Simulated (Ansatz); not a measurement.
# Run report: WS2, single-point calculation

WS2 (slab, 6 atoms in the cell), computed with DFT PBE+D3(BJ), scalar-relativistic, plane waves, PAW, PAW set soft_1, no spin polarisation (Ansatz 0.2.0).

The structure derives from an entry of the Crystallography Open Database.

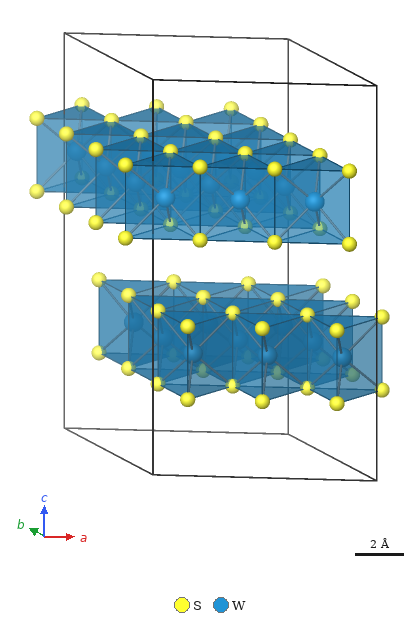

*The structure (polyhedral view of the 3 × 3 repeat of the cell, with the vacuum cut short, seen slightly off an axis; polyhedra are completed across the faces of the cell). An atom can appear more than once, as a periodic image.*

### Input
```yaml
crystal:
  lattice:
    - [3.1595457497, 0.0, 0.0]
    - [-1.5797728749, 2.7362468836, 0.0]
    - [0.0, 0.0, 23.8042575719]
  atoms:
    - { symbol: S, position: [0.3333333333, 0.6666666667, 0.1890418126] }
    - { symbol: W, position: [0.6666666667, 0.3333333333, 0.2552511581] }
    - { symbol: S, position: [0.3333333333, 0.6666666667, 0.3214605103] }
    - { symbol: S, position: [0.5, 0.6666666667, 0.4785752612] }
    - { symbol: W, position: [0.1666666667, 1.0, 0.5447846067] }
    - { symbol: S, position: [0.5, 0.6666666667, 0.6109939589] }
basis:
  ecutwfc: 420
kpoints:
  mp_grid: { grid: [9, 9, 1] }
hamiltonian:
  xc: pbe
  pseudopotentials: { kind: paw, azcp: { folder: soft_1 } }
  dispersion: d3bj
scf:
  occupations: { method: gaussian, width: 0.05 }
output:
  forces: true
  eigenvalues: true
  write_density: true
  write_potential: true
  elf: true
  volumetric_format: npy
efield:
  axis: 3
  dipole_correction: true
  ramp_width: 0.04
```

Machine: 1 thread of Arm Neoverse V1, 24 GiB of memory available, shared host.

Launched with:
```bash
ansatz run input.yaml --threads 1 --pin off --max-ram 3072MiB --backend cpu --events-out ev --progress --plain --runs-dir out
```

### What the program printed
```
Engine: ansatz 0.2.0, aarch64-unknown-linux-gnu
Pseudopotentials: kind: paw
Pseudopotential: S, paw, valence charge 6, recommended cutoff 420 eV (normal), [file]
Pseudopotential: W, paw, valence charge 14, recommended cutoff 420 eV (normal), [file]
Functional definition: PBE
  parameter kappa = 0.804
  parameter beta = 0.06672455060314922
  exchange = pbe_x(kappa = kappa, mu = beta*pi^2/3)
  correlation = pbe_c(beta = beta)
Crystal: 6 atoms, lattice volume = 205.795 Å³
Basis set: ecut = 420 eV, 3979 PW (Γ), exchange–correlation on 48×48×320 points (8 copies of the dense FFT grid, shifted against one another)
Bands: 32, of which v1, the nominal top of the filled ones, is band 26 counted from 1 (25 counted from 0)
Symmetry: 1 space group operations
k-points: 41 of 81 (time reversal used)
Non-local potential: S, projectors of the file, l = 0: 2, l = 1: 2, l = 2: 1
Non-local potential: W, projectors of the file, l = 0: 3, l = 1: 2, l = 2: 2, l = 3: 1
PAW form: soft (Blöchl's): semilocal exchange-correlation on the pseudo side does not see the compensation charge
PAW one-centre angular grid: S, 110 points (default); XC on 64 Gauss nodes
PAW one-centre angular grid: W, 590 points (default); XC on 64 Gauss nodes
Initial density: superposition of atomic densities (neutral atoms: chi_scale 0, normalization atom)
Initial wavefunctions: pseudopotential atomic-orbital guess
Functional: x = pbe(κ = 0.804, μ = 0.2195149727645171), c = pbe(β = 0.06672455060314922)
SCF iter   1: F=—  HF=-24387.939538 eV  |F-HF|=—  |Δ(HF+E_count)|=         —  Δρ=3.41e-2  dr2=2.73e0  ethr=3.10e-3  p=0.000 e·Å  D=1.23e-8 V/Å  ΔV_dip=-0.00 eV  dr2_dipole=2.08e-7  V_vac-E_F(+/−)=5.70/5.70 eV  ⟨swp⟩=9.7  Hψ=7813  notcnv=0
efield: sawtooth ramp at fractional position 0.8800 (placed from the atoms, in the widest stretch of the axis that holds none; the zero of the levels goes with the place), width 0.0400; the density the first Hamiltonian is built on has a dipole p = 0.000 e·Å; the dipole correction subtracts the counter field D = 1.23e-8 V/Å, which shifts the + side's vacuum level by -0.00 eV against the − side's; the planar-averaged density in the ramp window peaks in size at 1.0e-6 e/Å³
preconditioner: auto → none  [insulator: Δε(μ)=1.719 eV  Ē_g=8.720 eV  σ=0.050 eV  W_gap=1.00  n_scr=16 (ndim 8)  ℏωp=15.5 eV  f_vac=0.439  D(μ)=0.00/eV (n_scr^D=0)  ε∞_Penn≈4.2]
SCF iter   2: F=—  HF=-24387.195143 eV  |F-HF|=—  |Δ(HF+E_count)|=   7.44e-1  Δρ=1.50e-2  dr2=5.34e-1  ethr=3.10e-3  p=-0.000 e·Å  D=-3.02e-4 V/Å  ΔV_dip=0.01 eV  dr2_dipole=4.74e-6  V_vac-E_F(+/−)=4.95/4.95 eV  ⟨swp⟩=3.9  Hψ=3602  notcnv=0  defer=71
SCF iter   3: F=—  HF=-24387.252266 eV  |F-HF|=—  |Δ(HF+E_count)|=   5.71e-2  Δρ=1.25e-2  dr2=9.23e-1  ethr=1.03e-3  p=0.001 e·Å  D=9.47e-4 V/Å  ΔV_dip=-0.02 eV  dr2_dipole=6.28e-5  V_vac-E_F(+/−)=4.28/4.30 eV  ⟨swp⟩=3.7  Hψ=2684  notcnv=0  defer=69
SCF iter   4: F=—  HF=-24387.112659 eV  |F-HF|=—  |Δ(HF+E_count)|=   1.40e-1  Δρ=5.55e-3  dr2=4.96e-2  ethr=1.03e-3  p=-0.001 e·Å  D=-1.08e-3 V/Å  ΔV_dip=0.03 eV  dr2_dipole=7.04e-5  V_vac-E_F(+/−)=4.76/4.74 eV  ⟨swp⟩=3.3  Hψ=2432  notcnv=0  defer=68
SCF iter   5: F=—  HF=-24387.118245 eV  |F-HF|=—  |Δ(HF+E_count)|=   5.59e-3  Δρ=2.24e-3  dr2=1.24e-1  ethr=9.54e-5  p=0.007 e·Å  D=6.10e-3 V/Å  ΔV_dip=-0.15 eV  dr2_dipole=2.37e-3  V_vac-E_F(+/−)=4.81/4.95 eV  ⟨swp⟩=4.0  Hψ=2528  notcnv=0  defer=67
SCF iter   6: F=—  HF=-24387.106523 eV  |F-HF|=—  |Δ(HF+E_count)|=   1.17e-2  Δρ=4.59e-4  dr2=5.95e-4  ethr=9.54e-5  p=0.000 e·Å  D=2.73e-4 V/Å  ΔV_dip=-0.01 eV  dr2_dipole=3.07e-6  V_vac-E_F(+/−)=4.69/4.70 eV  ⟨swp⟩=3.1  Hψ=1963  notcnv=0  defer=68
SCF iter   7: F=—  HF=-24387.106516 eV  |F-HF|=—  |Δ(HF+E_count)|=   6.97e-6  Δρ=1.28e-4  dr2=1.23e-4  ethr=1.14e-6  p=0.001 e·Å  D=1.06e-3 V/Å  ΔV_dip=-0.03 eV  dr2_dipole=4.97e-5  V_vac-E_F(+/−)=4.66/4.68 eV  ⟨swp⟩=3.3  Hψ=2735  notcnv=0  defer=68
SCF iter   8: F=—  HF=-24387.106578 eV  |F-HF|=—  |Δ(HF+E_count)|=   6.19e-5  Δρ=1.76e-4  dr2=5.54e-4  ethr=2.36e-7  p=-0.002 e·Å  D=-2.02e-3 V/Å  ΔV_dip=0.05 eV  dr2_dipole=2.82e-4  V_vac-E_F(+/−)=4.70/4.66 eV  ⟨swp⟩=2.9  Hψ=2461  notcnv=0  defer=67  recentre
SCF iter   9: F=—  HF=-24387.106502 eV  |F-HF|=—  |Δ(HF+E_count)|=   7.64e-5  Δρ=5.48e-5  dr2=1.39e-5  ethr=2.36e-7  p=0.000 e·Å  D=3.41e-4 V/Å  ΔV_dip=-0.01 eV  dr2_dipole=4.48e-6  V_vac-E_F(+/−)=4.67/4.68 eV  ⟨swp⟩=2.1  Hψ=1808  notcnv=0  defer=67
SCF iter  10: F=—  HF=-24387.106351 eV  |F-HF|=—  |Δ(HF+E_count)|=   1.50e-4  Δρ=2.85e-5  dr2=4.47e-6  ethr=2.68e-8  p=0.000 e·Å  D=4.25e-5 V/Å  ΔV_dip=-0.00 eV  dr2_dipole=1.31e-8  V_vac-E_F(+/−)=4.67/4.68 eV  ⟨swp⟩=2.2  Hψ=2115  notcnv=0  defer=67
SCF iter  11: F=—  HF=-24387.106351 eV  |F-HF|=—  |Δ(HF+E_count)|=   5.75e-7  Δρ=1.26e-5  dr2=1.65e-7  ethr=8.59e-9  p=0.000 e·Å  D=1.78e-5 V/Å  ΔV_dip=-0.00 eV  dr2_dipole=6.09e-9  V_vac-E_F(+/−)=4.67/4.68 eV  ⟨swp⟩=2.0  Hψ=1754  notcnv=0  defer=67
SCF iter  12: F=-24387.106351 eV  HF=-24387.106351 eV  |F-HF|=8.65e-9  |Δ(HF+E_count)|=   4.87e-8  Δρ=4.34e-6  dr2=2.90e-8  ethr=1.92e-10  p=-0.000 e·Å  D=-4.79e-6 V/Å  ΔV_dip=0.00 eV  dr2_dipole=2.50e-10  V_vac-E_F(+/−)=4.67/4.67 eV  ⟨swp⟩=20.6  Hψ=12410  notcnv=0
SCF 1 converged in 12 iterations: F = -24387.106351 eV  dr2 = 2.90e-8
  greatest PAW one-centre occupation: 0.999 electrons in one spin orbital (limit 2), on the W atom at site 1 (counted from 0), in its partial waves of l = 0
```

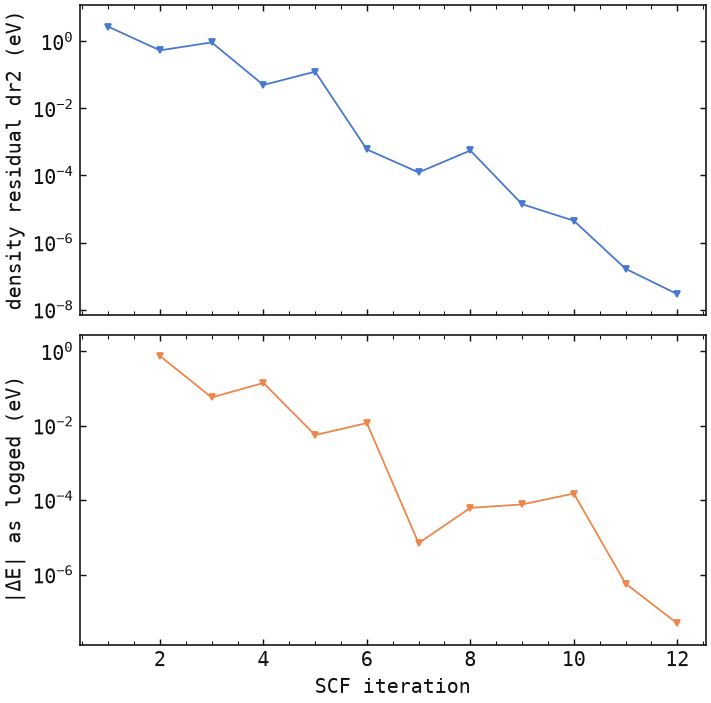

*Convergence of the self-consistent field: density residual dr2 and size of the energy change against the SCF iteration.*

The residual falls unevenly and jumps up by a factor of two or more 2 times on the way down.

```
SCF converged after 12 iterations
Free energy (F): -24387.106351 eV
Harris-Foulkes:  -24387.106351 eV  (|F-HF|=8.65e-9)
Internal energy: -24387.106351 eV  (E = F + TS)
E sigma→0 (E₀):  -24387.106351 eV
Fermi energy:    3.980123 eV
Dipole field:    D = 0.000016 V/Å  (p = 0.000018 e·Å, saw-weighted, corrected)
Work function:   Φ+ = 4.6746 eV   Φ− = 4.6750 eV
Levels:          The Fermi level and band energies are counted from a zero that moves with the ramp; work functions are not
--- Per-component energies (eV) ---
  E_band       = -794.269836
  E_kinetic    = 1268.512736
  E_local      = -28885.559913  (includes V_loc(G=0)·N_el)
  E_nonlocal   = 87.615022
  E_hartree    = 13946.228596
  E_xc         = -891.858899
  E_vxc        = -794.780083  (∫ρ·V_xc dr)
  E_paw        = -19589.384918  (= ΣΔE_a)
  E_vpaw       = -362.503462  (= ΣTr[D̂ρ^β])
  E_aug_tail   = 0.000309  (compensation charges beyond the density's cutoff)
  E_efield     = 0.000000  (sawtooth field / dipole correction)
  E_vefield    = 0.000000  (∫n·V_field dr)
  E_ewald      = 9679.407936
  E_disp       = -2.067220  (pairwise vdW)
  E_smearing   = -0.000000  (= −TS)
  E_closure    = 0.000000  (closes the sum)
  Σ components = -24387.106351   (vs F -24387.106351, Δ=0.00e0)
--- Forces (eV/Å), atoms counted from 1 ---
  atom   1  S      0.00024472    -0.00016654     0.00579529
  atom   2  W     -0.00402444     0.00058508     0.03583635
  atom   3  S     -0.00778092     0.00045875     0.03876095
  atom   4  S      0.00778092    -0.00045872    -0.03877456
  atom   5  W      0.00402441    -0.00058502    -0.03582521
  atom   6  S     -0.00024481     0.00016644    -0.00580096
  max |Σ_I F_I| component: 8.14e-6 eV/Å
--- Band table (eV; the first three rows and the last of 41) ---
  k-point 0: bands = ["-70.9846", "-70.9846", "-35.2513", "-35.2513", "-35.0723", "-35.0723", "-35.0723", "-35.0723", "-11.8807", "-11.8530", "-10.2592", "-10.2031", "-3.5611", "-3.3663", "0.1519", "0.1524", "0.1538", "0.1543", "0.4889", "1.0427", "1.3971", "1.3984", "1.4010", "1.4023", "2.6839", "3.0736", "5.8965", "5.9026", "5.9098", "5.9148", "6.0263", "6.0313"]
  k-point 1: bands = ["-70.9825", "-70.9824", "-35.2435", "-35.2435", "-35.1154", "-35.1153", "-35.0823", "-35.0823", "-11.6739", "-11.6460", "-10.1806", "-10.1271", "-3.3160", "-3.1196", "-0.3629", "-0.3584", "0.0403", "0.3363", "0.3542", "0.3558", "1.0863", "1.0895", "1.4783", "1.7134", "2.6195", "2.9146", "5.5091", "5.6595", "5.7560", "5.8310", "5.8568", "5.8722"]
  k-point 2: bands = ["-70.9770", "-70.9769", "-35.2237", "-35.2237", "-35.2230", "-35.2230", "-35.1075", "-35.1075", "-11.1094", "-11.0810", "-9.9676", "-9.9211", "-2.7454", "-2.5635", "-1.3561", "-1.3349", "-0.7783", "-0.6335", "0.4615", "0.4652", "0.8660", "0.8694", "1.2261", "1.5177", "2.1879", "2.3009", "5.0788", "5.3880", "5.5786", "5.5931", "5.9736", "6.1344"]
  k-point 40: bands = ["-70.9676", "-70.9675", "-35.3821", "-35.3821", "-35.1898", "-35.1898", "-35.1711", "-35.1710", "-9.9334", "-9.9078", "-9.5327", "-9.5027", "-3.0883", "-3.0570", "-2.0474", "-2.0261", "-1.4849", "-1.3268", "-0.5333", "-0.4681", "0.7210", "0.7637", "0.9388", "1.0894", "2.1561", "2.1634", "5.4005", "5.5884", "6.1215", "6.1514", "6.6780", "6.7887"]
```

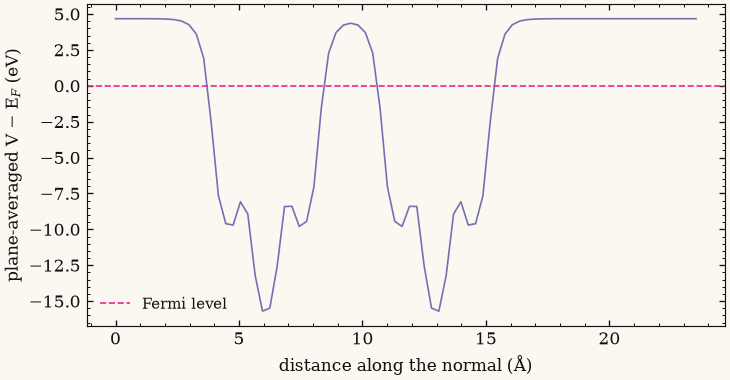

*Plane average of the electrostatic potential energy of an electron across the cell, from the Fermi level.*

The vacuum level lies 4.67 eV above the Fermi level.

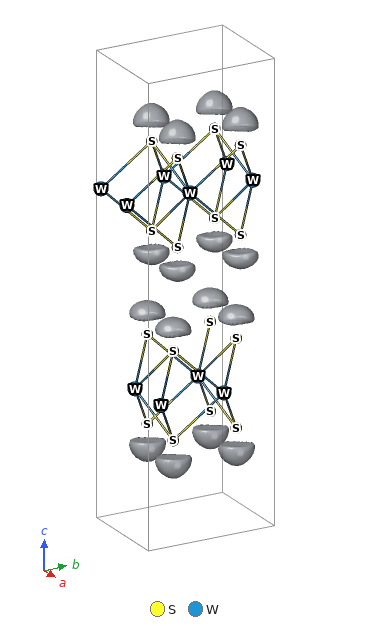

*Isosurface of the ELF at 0.9 (grey), seen slightly off an axis. Only the valence region is drawn (cores and ρ < 0.01 e/Å³ removed). Sticks mark near contacts.*

Values along the shortest contacts: W–S (2.41 Å): the ELF is about 0.50 at the midpoint. The fields are those of the smooth PAW valence density.

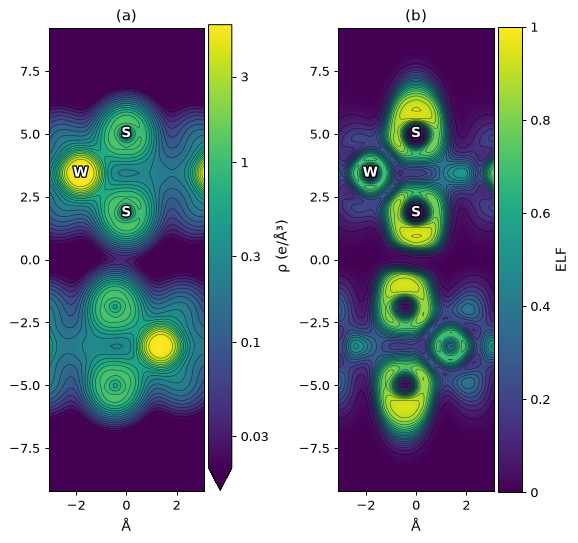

*(a) valence charge density (pseudo); (b) electron localisation function on the (110) plane of the calculation cell, a cut from vacuum to vacuum.*

The section cuts through S and W sites. W–S (2.41 Å): ρ is about 0.63 e/Å³ halfway; the ELF is about 0.50 at the midpoint. The density dies away to nearly zero in the vacuum. The strong features right at W lie inside the PAW spheres (semicore, d or f shells) and say nothing about bonding.

### Results in brief

```tsv
quantity	value
outcome	converged
electrons treated	52
free energy	−24387.1064 eV
work function, top face	4.67 eV
work function, bottom face	4.67 eV
Fermi energy	3.980 eV
gap on the k-point mesh	1.81 eV
work function (upper face)	4.67 eV
largest force (length of the vector)	0.040 eV/Å
wall time	39 s
peak memory	0.48 GiB
```

### Notes

Spin–orbit coupling is left out, which matters for W.
